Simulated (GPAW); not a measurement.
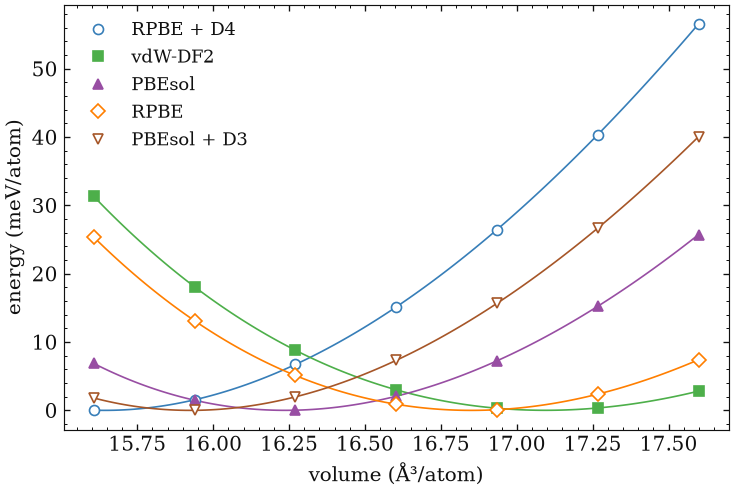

Energy against volume, with one curve for each functional, for Al (space group Fm-3m).

Settings that differ: RPBE + D4: potentials GPAW-PAW-data-sets-(gpaw-data-1.2.1); vdW-DF2: potentials GPAW-PAW-data-sets-(gpaw-data-1.2.1); PBEsol: potentials PAW-data-sets-made-by gpaw-setup-for-the-functional; RPBE: potentials GPAW-PAW-data-sets-(gpaw-data-1.2.1); PBEsol + D3: potentials PAW-data-sets-made-by gpaw-setup-for-the-functional.

The fitted equilibrium volumes, smallest first, are RPBE + D4 15.643, PBEsol + D3 15.925, PBEsol 16.237, RPBE 16.850, vdW-DF2 17.094 Å³/atom. The fitted bulk moduli, smallest first, are vdW-DF2 64.1, RPBE 77.2, PBEsol 83.6, PBEsol + D3 87.9, RPBE + D4 91.7 GPa.

Method: PAW DFT in plane waves, on a grid or in atomic orbitals, no spin polarisation; energies at scaled volumes of the given cell, shape and fractions fixed, counted from the fit's minimum, third-order Birch-Murnaghan fit (GPAW 26.7.0). All runs: no spin polarisation.

| setting | value |
| --- | --- |
| k mesh | 11×11×11 |
| occupations | Fermi–Dirac |
| smearing width | 0.05 eV |
| wave cutoff | 600 eV |

Caveats: the fit and the printed pressures don't fully agree, or the minimum lies near the end of the range (RPBE + D4).
